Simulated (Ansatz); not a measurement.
## Single-point calculation of SiC

- system: SiC (slab, 8 atoms in the cell)
- method: DFT PBE, scalar-relativistic, plane waves, PAW, PAW set soft_1, no spin polarisation (Ansatz 0.2.0)

The structure derives from an entry of the Crystallography Open Database. Figures and captions count atoms from 1; the log counts them from 0 in places.

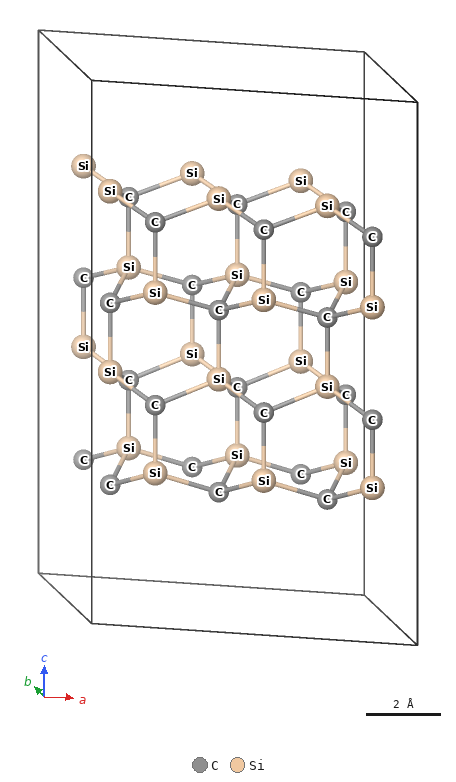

Fig. 1: The structure (ball-and-stick view of the 3 × 2 repeat of the cell, with the vacuum cut short, seen slightly off an axis). An atom can appear more than once, as a periodic image.

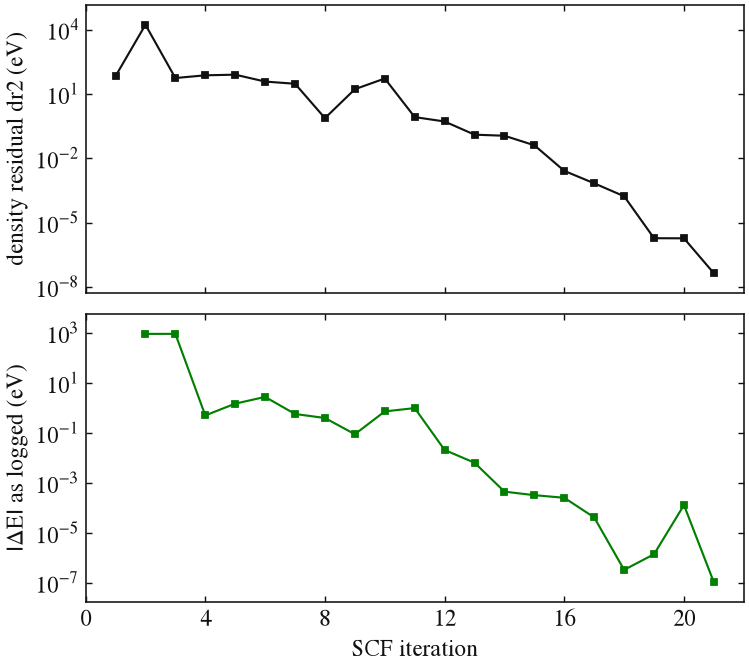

Fig. 2: Convergence of the self-consistent field: density residual dr2 and size of the energy change against the SCF iteration. The residual falls unevenly and jumps up by a factor of two or more 3 times on the way down.

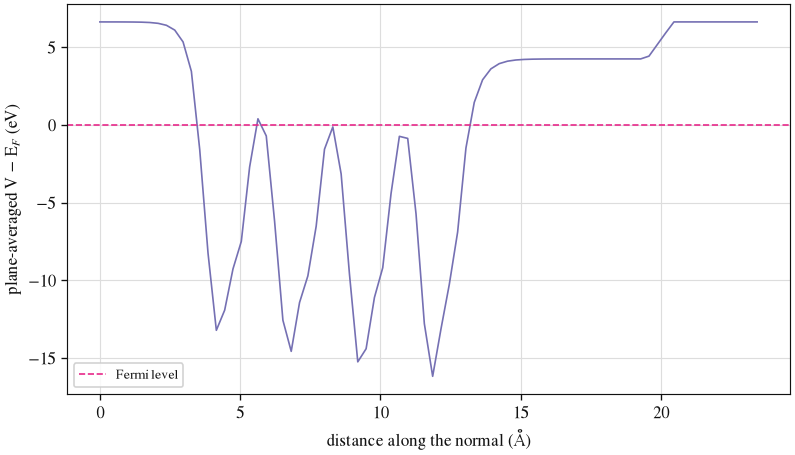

Fig. 3: Plane average of the electrostatic potential energy of an electron across the cell, from the Fermi level. The vacuum level lies 4.25 eV above the Fermi level on the upper side and 6.63 eV on the lower.

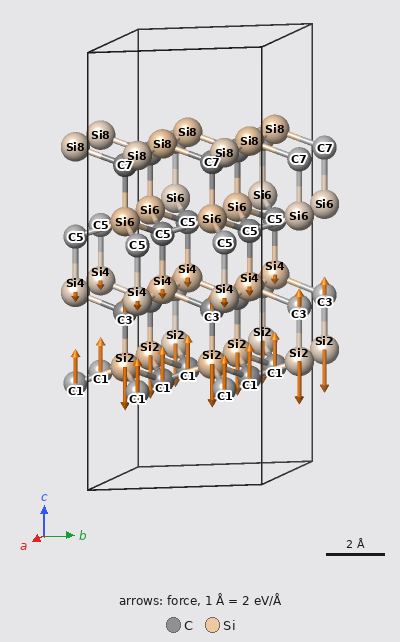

Fig. 4: Forces on the atoms as orange arrows (ball-and-stick view of the 2 × 2 repeat of the cell, with the vacuum cut short, seen slightly off an axis; neighbours outside the cell are drawn fainter; atoms are numbered from 1 in the order of the input); the smallest are left out. The largest act on Si2 (3.02 eV/Å); C1 (2.41 eV/Å); C3 (1.29 eV/Å). The geometry is not a stationary point of this energy.

The input and output of the run follow.

### Input file
```yaml
crystal:
  lattice:
    - [3.0920147287, 0.0, 0.0]
    - [-1.5460073644, 2.6777633039, 0.0]
    - [0.0, 0.0, 23.7337141879]
  atoms:
    - { symbol: C, position: [0.3333333333, 0.6666666667, 0.1685366213] }
    - { symbol: Si, position: [0.6666666667, 0.3333333333, 0.1950728271] }
    - { symbol: C, position: [0.6666666667, 0.3333333333, 0.275427201] }
    - { symbol: Si, position: [0.3333333333, 0.6666666667, 0.3019634068] }
    - { symbol: C, position: [0.3333333333, 0.6666666667, 0.3835926893] }
    - { symbol: Si, position: [0.6666666667, 0.3333333333, 0.4085741595] }
    - { symbol: C, position: [0.6666666667, 0.3333333333, 0.4915764918] }
    - { symbol: Si, position: [0.3333333333, 0.6666666667, 0.5154572138] }
basis:
  ecutwfc: 420
kpoints:
  mp_grid: { grid: [9, 9, 1] }
hamiltonian:
  xc: pbe
  pseudopotentials: { kind: paw, azcp: { folder: soft_1 } }
scf:
  occupations: { method: gaussian, width: 0.05 }
output:
  forces: true
  eigenvalues: true
efield:
  axis: 3
  dipole_correction: true
  ramp_width: 0.04
```

Launched with:
```bash
ansatz run input.yaml --threads 1 --pin off --max-ram 3072MiB --backend cpu --events-out ev --progress --plain --runs-dir out
```

### The program's output
```
Engine: ansatz 0.2.0, aarch64-unknown-linux-gnu
Pseudopotentials: kind: paw
Pseudopotential: C, paw, valence charge 4, recommended cutoff 420 eV (normal), [file]
Pseudopotential: Si, paw, valence charge 4, recommended cutoff 420 eV (normal), [file]
Functional definition: PBE
  parameter kappa = 0.804
  parameter beta = 0.06672455060314922
  exchange = pbe_x(kappa = kappa, mu = beta*pi^2/3)
  correlation = pbe_c(beta = beta)
Crystal: 8 atoms, lattice volume = 196.508 Å³
Basis set: ecut = 420 eV, 3799 PW (Γ), exchange–correlation on 48×48×320 points (8 copies of the dense FFT grid, shifted against one another)
Bands: 24, of which v1, the nominal top of the filled ones, is band 16 counted from 1 (15 counted from 0)
Symmetry: 6 space group operations
Space group: P3m1 (ITA 156), of the structure as read, at distance tolerance 5.8e-5 Å
k-points: 12 of 81 (time reversal used)
Non-local potential: C, projectors of the file, l = 0: 2, l = 1: 2, l = 2: 1
Non-local potential: Si, projectors of the file, l = 0: 2, l = 1: 2, l = 2: 1
PAW form: soft (Blöchl's): semilocal exchange-correlation on the pseudo side does not see the compensation charge
PAW one-centre angular grid: C, 110 points (default); XC on 64 Gauss nodes
PAW one-centre angular grid: Si, 110 points (default); XC on 64 Gauss nodes
Initial density: superposition of atomic densities (neutral atoms: chi_scale 0, normalization atom)
Initial wavefunctions: pseudopotential atomic-orbital guess
Functional: x = pbe(κ = 0.804, μ = 0.2195149727645171), c = pbe(β = 0.06672455060314922)
SCF iter   1: F=—  HF=-3553.591803 eV  |F-HF|=—  |Δ(HF+E_count)|=         —  Δρ=1.01e-1  dr2=6.84e1  ethr=3.10e-3  p=-0.000 e·Å  D=-8.50e-8 V/Å  ΔV_dip=0.00 eV  dr2_dipole=3.08e1  V_vac-E_F(+/−)=7.86/7.86 eV  ⟨swp⟩=9.1  Hψ=2120  notcnv=0  defer=7
efield: sawtooth ramp at fractional position 0.8220 (placed from the atoms, in the widest stretch of the axis that holds none; the zero of the levels goes with the place), width 0.0400; the density the first Hamiltonian is built on has a dipole p = -0.000 e·Å; the dipole correction subtracts the counter field D = -8.50e-8 V/Å, which shifts the + side's vacuum level by +0.00 eV against the − side's; the planar-averaged density in the ramp window peaks in size at 1.1e-7 e/Å³
preconditioner: auto → none  [insulator: Δε(μ)=2.578 eV  Ē_g=12.058 eV  σ=0.050 eV  W_gap=1.00  n_scr=14 (ndim 8)  ℏωp=15.0 eV  f_vac=0.484  D(μ)=0.00/eV (n_scr^D=0)  ε∞_Penn≈2.5]
SCF iter   2: F=—  HF=-4485.450592 eV  |F-HF|=—  |Δ(HF+E_count)|=    9.32e2  Δρ=3.57e-1  dr2=1.71e4  ethr=3.10e-3  p=4.089 e·Å  D=3.77e0 V/Å  ΔV_dip=-89.36 eV  dr2_dipole=1.72e4  V_vac-E_F(+/−)=-15.46/73.90 eV  ⟨swp⟩=34.2  Hψ=9023  notcnv=0  defer=80  recentre
preconditioner: auto → LDOS  [metal: Δε(μ)=0.018 eV  Ē_g=15.623 eV  σ=0.050 eV  W_gap=0.20  n_scr=14 (ndim 8)  ℏωp=14.5 eV  f_vac=0.499  D(μ)=3.41/eV (n_scr^D=12)  β→1.0]
SCF iter   3: F=—  HF=-3550.401569 eV  |F-HF|=—  |Δ(HF+E_count)|=    9.35e2  Δρ=8.75e-2  dr2=5.61e1  ethr=3.10e-3  p=0.078 e·Å  D=7.21e-2 V/Å  ΔV_dip=-1.71 eV  dr2_dipole=2.57e1  V_vac-E_F(+/−)=6.95/8.63 eV  ⟨swp⟩=15.2  Hψ=3626  notcnv=0  defer=44
SCF iter   4: F=—  HF=-3549.892221 eV  |F-HF|=—  |Δ(HF+E_count)|=   5.09e-1  Δρ=7.70e-2  dr2=7.50e1  ethr=3.10e-3  p=0.137 e·Å  D=1.26e-1 V/Å  ΔV_dip=-3.00 eV  dr2_dipole=4.07e1  V_vac-E_F(+/−)=6.68/9.68 eV  ⟨swp⟩=10.6  Hψ=1332  notcnv=0  defer=36
SCF iter   5: F=—  HF=-3548.385053 eV  |F-HF|=—  |Δ(HF+E_count)|=    1.51e0  Δρ=5.93e-2  dr2=8.04e1  ethr=3.10e-3  p=0.265 e·Å  D=2.44e-1 V/Å  ΔV_dip=-5.80 eV  dr2_dipole=5.11e1  V_vac-E_F(+/−)=3.70/9.48 eV  ⟨swp⟩=8.0  Hψ=969  notcnv=0  defer=28
SCF iter   6: F=—  HF=-3545.588887 eV  |F-HF|=—  |Δ(HF+E_count)|=    2.80e0  Δρ=3.35e-2  dr2=3.83e1  ethr=3.10e-3  p=0.333 e·Å  D=3.07e-1 V/Å  ΔV_dip=-7.28 eV  dr2_dipole=2.00e1  V_vac-E_F(+/−)=0.27/7.48 eV  ⟨swp⟩=11.2  Hψ=1571  notcnv=0  defer=35
SCF iter   7: F=—  HF=-3545.007003 eV  |F-HF|=—  |Δ(HF+E_count)|=   5.82e-1  Δρ=2.90e-2  dr2=3.03e1  ethr=3.10e-3  p=0.353 e·Å  D=3.25e-1 V/Å  ΔV_dip=-7.72 eV  dr2_dipole=1.74e1  V_vac-E_F(+/−)=-1.15/6.49 eV  ⟨swp⟩=8.4  Hψ=1045  notcnv=0  defer=26
SCF iter   8: F=—  HF=-3544.606354 eV  |F-HF|=—  |Δ(HF+E_count)|=   4.01e-1  Δρ=5.99e-3  dr2=7.56e-1  ethr=3.10e-3  p=0.354 e·Å  D=3.26e-1 V/Å  ΔV_dip=-7.74 eV  dr2_dipole=1.17e-3  V_vac-E_F(+/−)=-0.97/6.69 eV  ⟨swp⟩=4.5  Hψ=490  notcnv=0  defer=21
SCF iter   9: F=—  HF=-3544.696517 eV  |F-HF|=—  |Δ(HF+E_count)|=   9.02e-2  Δρ=2.14e-2  dr2=1.69e1  ethr=2.36e-3  p=0.338 e·Å  D=3.11e-1 V/Å  ΔV_dip=-7.39 eV  dr2_dipole=8.97e0  V_vac-E_F(+/−)=-0.85/6.46 eV  ⟨swp⟩=3.2  Hψ=339  notcnv=0  defer=21  recentre
SCF iter  10: F=—  HF=-3545.434703 eV  |F-HF|=—  |Δ(HF+E_count)|=   7.38e-1  Δρ=3.19e-2  dr2=5.32e1  ethr=2.36e-3  p=0.258 e·Å  D=2.37e-1 V/Å  ΔV_dip=-5.63 eV  dr2_dipole=3.85e1  V_vac-E_F(+/−)=1.43/7.04 eV  ⟨swp⟩=8.6  Hψ=814  notcnv=0  defer=27
SCF iter  11: F=—  HF=-3544.430290 eV  |F-HF|=—  |Δ(HF+E_count)|=    1.00e0  Δρ=6.61e-3  dr2=8.44e-1  ethr=2.36e-3  p=0.129 e·Å  D=1.19e-1 V/Å  ΔV_dip=-2.82 eV  dr2_dipole=5.14e-1  V_vac-E_F(+/−)=3.61/6.42 eV  ⟨swp⟩=6.9  Hψ=657  notcnv=0  defer=29
SCF iter  12: F=—  HF=-3544.409140 eV  |F-HF|=—  |Δ(HF+E_count)|=   2.11e-2  Δρ=5.03e-3  dr2=5.27e-1  ethr=2.36e-3  p=0.126 e·Å  D=1.16e-1 V/Å  ΔV_dip=-2.76 eV  dr2_dipole=3.53e-1  V_vac-E_F(+/−)=3.79/6.55 eV  ⟨swp⟩=2.1  Hψ=381  notcnv=0  defer=23
SCF iter  13: F=—  HF=-3544.402628 eV  |F-HF|=—  |Δ(HF+E_count)|=   6.51e-3  Δρ=2.05e-3  dr2=1.28e-1  ethr=1.65e-3  p=0.115 e·Å  D=1.06e-1 V/Å  ΔV_dip=-2.52 eV  dr2_dipole=8.28e-2  V_vac-E_F(+/−)=4.02/6.54 eV  ⟨swp⟩=2.4  Hψ=336  notcnv=0  defer=23
SCF iter  14: F=—  HF=-3544.402174 eV  |F-HF|=—  |Δ(HF+E_count)|=   4.54e-4  Δρ=1.72e-3  dr2=1.14e-1  ethr=3.99e-4  p=0.114 e·Å  D=1.05e-1 V/Å  ΔV_dip=-2.50 eV  dr2_dipole=7.36e-2  V_vac-E_F(+/−)=4.07/6.57 eV  ⟨swp⟩=3.6  Hψ=388  notcnv=0  defer=26
SCF iter  15: F=—  HF=-3544.401846 eV  |F-HF|=—  |Δ(HF+E_count)|=   3.28e-4  Δρ=1.02e-3  dr2=4.10e-2  ethr=3.56e-4  p=0.112 e·Å  D=1.03e-1 V/Å  ΔV_dip=-2.44 eV  dr2_dipole=2.67e-2  V_vac-E_F(+/−)=4.15/6.59 eV  ⟨swp⟩=3.1  Hψ=344  notcnv=0  defer=23
SCF iter  16: F=—  HF=-3544.401588 eV  |F-HF|=—  |Δ(HF+E_count)|=   2.58e-4  Δρ=2.39e-4  dr2=2.62e-3  ethr=1.28e-4  p=0.109 e·Å  D=1.01e-1 V/Å  ΔV_dip=-2.39 eV  dr2_dipole=1.75e-3  V_vac-E_F(+/−)=4.24/6.62 eV  ⟨swp⟩=2.7  Hψ=348  notcnv=0  defer=24
SCF iter  17: F=—  HF=-3544.401546 eV  |F-HF|=—  |Δ(HF+E_count)|=   4.21e-5  Δρ=1.25e-4  dr2=6.90e-4  ethr=8.20e-6  p=0.109 e·Å  D=1.00e-1 V/Å  ΔV_dip=-2.38 eV  dr2_dipole=4.57e-4  V_vac-E_F(+/−)=4.25/6.63 eV  ⟨swp⟩=2.0  Hψ=317  notcnv=0  defer=23
SCF iter  18: F=—  HF=-3544.401546 eV  |F-HF|=—  |Δ(HF+E_count)|=   3.36e-7  Δρ=7.83e-5  dr2=1.72e-4  ethr=2.16e-6  p=0.109 e·Å  D=1.00e-1 V/Å  ΔV_dip=-2.38 eV  dr2_dipole=1.13e-4  V_vac-E_F(+/−)=4.25/6.63 eV  ⟨swp⟩=1.2  Hψ=284  notcnv=0  defer=23
SCF iter  19: F=—  HF=-3544.401547 eV  |F-HF|=—  |Δ(HF+E_count)|=   1.43e-6  Δρ=2.13e-5  dr2=1.90e-6  ethr=5.38e-7  p=0.109 e·Å  D=1.00e-1 V/Å  ΔV_dip=-2.38 eV  dr2_dipole=1.16e-7  V_vac-E_F(+/−)=4.25/6.63 eV  ⟨swp⟩=1.3  Hψ=306  notcnv=0  defer=23
SCF iter  20: F=—  HF=-3544.401416 eV  |F-HF|=—  |Δ(HF+E_count)|=   1.32e-4  Δρ=1.04e-5  dr2=1.88e-6  ethr=5.93e-9  p=0.109 e·Å  D=1.00e-1 V/Å  ΔV_dip=-2.38 eV  dr2_dipole=1.37e-6  V_vac-E_F(+/−)=4.25/6.63 eV  ⟨swp⟩=2.9  Hψ=552  notcnv=0  defer=23
SCF iter  21: F=-3544.401416 eV  HF=-3544.401416 eV  |F-HF|=1.92e-8  |Δ(HF+E_count)|=   1.06e-7  Δρ=3.58e-6  dr2=4.40e-8  ethr=3.13e-10  p=0.109 e·Å  D=1.00e-1 V/Å  ΔV_dip=-2.38 eV  dr2_dipole=7.62e-10  V_vac-E_F(+/−)=4.25/6.63 eV  ⟨swp⟩=26.7  Hψ=3668  notcnv=0
SCF 1 converged in 21 iterations: F = -3544.401416 eV  dr2 = 4.40e-8
  greatest PAW one-centre occupation: 0.664 electrons in one spin orbital (limit 2), on the C atom at site 0 (counted from 0), in its partial waves of l = 0
SCF converged after 21 iterations
Free energy (F): -3544.401416 eV
Harris-Foulkes:  -3544.401416 eV  (|F-HF|=1.92e-8)
Internal energy: -3544.393414 eV  (E = F + TS)
E sigma→0 (E₀):  -3544.397415 eV
Entropy (-TS):   -0.008001 eV (-1.000 meV/atom)
Fermi energy:    1.281725 eV
Dipole field:    D = 0.100308 V/Å  (p = 0.108931 e·Å, saw-weighted, corrected)
Work function:   Φ+ = 4.2496 eV   Φ− = 6.6303 eV
Levels:          The Fermi level and band energies are counted from a zero that moves with the ramp; work functions are not
--- Per-component energies (eV) ---
  E_band       = -168.781469
  E_kinetic    = 521.497378
  E_local      = -15086.572773  (includes V_loc(G=0)·N_el)
  E_nonlocal   = 181.728456
  E_hartree    = 7339.487477
  E_xc         = -417.661653
  E_vxc        = -427.981400  (∫ρ·V_xc dr)
  E_paw        = -2445.497641  (= ΣΔE_a)
  E_vpaw       = -36.390180  (= ΣTr[D̂ρ^β])
  E_aug_tail   = 0.000212  (compensation charges beyond the density's cutoff)
  E_efield     = 0.005463  (sawtooth field / dipole correction)
  E_vefield    = -0.029309  (∫n·V_field dr)
  E_ewald      = 6362.619666
  E_smearing   = -0.008001  (= −TS)
  E_closure    = -0.000000  (closes the sum)
  Σ components = -3544.401416   (vs F -3544.401416, Δ=0.00e0)
--- Forces (eV/Å), atoms counted from 1 ---
  atom   1  C      0.00000000    -0.00000000     2.40951592
  atom   2  Si    -0.00000000     0.00000000    -3.02126503
  atom   3  C      0.00000000    -0.00000000     1.29157234
  atom   4  Si     0.00000000     0.00000000    -0.68314008
  atom   5  C     -0.00000000     0.00000000    -0.00249142
  atom   6  Si    -0.00000000    -0.00000000     0.00172899
  atom   7  C      0.00000000    -0.00000000     0.00337754
  atom   8  Si     0.00000000     0.00000000     0.00082416
  max |Σ_I F_I| component: 1.22e-4 eV/Å
--- Band table (eV; the first three rows and the last of 12) ---
  k-point 0: bands = ["-15.1154", "-14.1001", "-12.9996", "-11.2620", "-7.4311", "-5.0880", "-2.4664", "-1.3179", "-1.3179", "-0.7366", "-0.7366", "-0.0612", "-0.0612", "0.6426", "1.4551", "1.4551", "1.4819", "4.9610", "5.3138", "5.9282", "6.7428", "6.7428", "6.7788", "7.0199"]
  k-point 1: bands = ["-14.9064", "-13.8955", "-12.8024", "-11.0629", "-7.2559", "-4.9607", "-2.5363", "-2.2816", "-1.6228", "-1.5392", "-1.0313", "-0.9828", "-0.2912", "0.4691", "0.9375", "1.2293", "1.5116", "5.3331", "5.5425", "6.1567", "6.3600", "7.0482", "7.1535", "7.2443"]
  k-point 2: bands = ["-14.2913", "-13.2958", "-12.2300", "-10.4838", "-6.8033", "-4.9825", "-4.0718", "-3.7320", "-2.8092", "-2.2446", "-2.0576", "-1.5282", "-1.0993", "-0.8031", "0.7255", "1.1558", "1.3826", "4.3396", "5.1571", "5.9142", "6.1427", "6.7943", "7.2306", "7.7428"]
  k-point 11: bands = ["-11.0592", "-10.8901", "-10.2512", "-8.4250", "-7.4394", "-7.1948", "-6.3828", "-6.2472", "-5.4478", "-5.2439", "-4.5222", "-3.1258", "-2.9417", "-2.7895", "-1.5642", "1.2974", "1.6794", "3.2178", "5.1149", "5.7278", "6.8977", "6.9876", "8.2118", "8.2587"]
```

### Summary

| quantity | value |
| --- | --- |
| outcome | converged |
| electrons treated | 32 |
| free energy | −3544.4014 eV |
| work function, top face | 4.25 eV |
| work function, bottom face | 6.63 eV |
| Fermi energy | 1.282 eV |
| gap on the k-point mesh | none (metallic) |
| work function (upper face) | 4.25 eV |
| largest force (length of the vector) | 3.021 eV/Å |
| hardware | 1 thread of Arm Neoverse V2, 24 GiB of memory available, shared host |
| wall time | 17 s |
| peak memory | 0.34 GiB |
